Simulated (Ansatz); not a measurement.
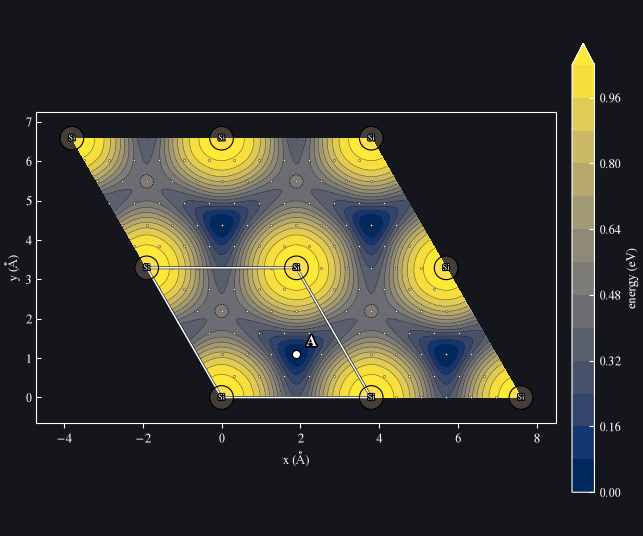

Mg on a Si(001) slab cut from the P6_3/mmc phase, its upper half relaxed before the scan (24 atoms of substrate and one adsorbate in a 2 × 2 cell). Mg is moved over the surface cell; relaxed at each place: the height of the adsorbate's atoms; substrate rigid; the origin of the map has the adsorbate above Si21. Places are given modulo a cell vector. The map is drawn in real space over the plane of the surface. The scan uses a 6 × 6 grid; 10 points were computed and 26 follow by symmetry. Places are given in fractions of the 1 × 1 surface cell. All energies are given in eV relative to the lowest grid point. Computed with DFT LDA, scalar-relativistic, plane waves, PAW in Ansatz 0.2.0. Settings: cutoff 420 eV, k-mesh 6×6×1, gaussian smearing 0.05 eV, no spin polarisation.

In the figure: filled contours, dots at the grid points, labelled circles for the atoms of the top layer and small ones for the second layer, the outline of one cell of the 2 × 2 shown, one colour for all values above the top of the scale, the point A. Between grid points the surface is interpolated.

### Find the lowest pass out of the well at A.

The easiest path leads from the well at a threefold hollow, (4/6, 2/6) of the cell vectors to its copy one period on. Its highest point lies about 0.41 eV above the bottom of the first well on the interpolated surface, at a threefold hollow over a second-layer Si atom, (2/6, 4/6) of the cell vectors. This is the barrier on the constrained surface; relaxing the other coordinates would change it.

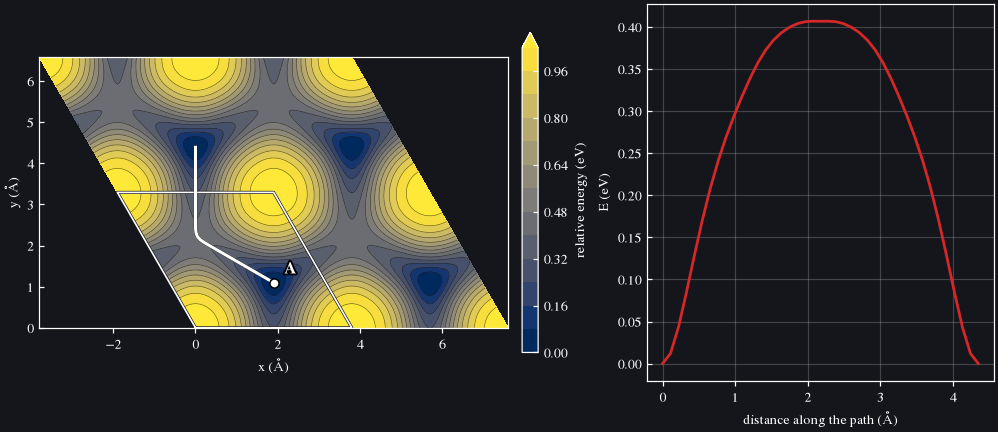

Drawn: filled contours, a line along the lowest path, the outline of one cell of the 2 × 2 shown, one colour for all values above the top of the scale, the energy along the path at the right. Between grid points the surface is interpolated.

PAW datasets: the set soft_1.
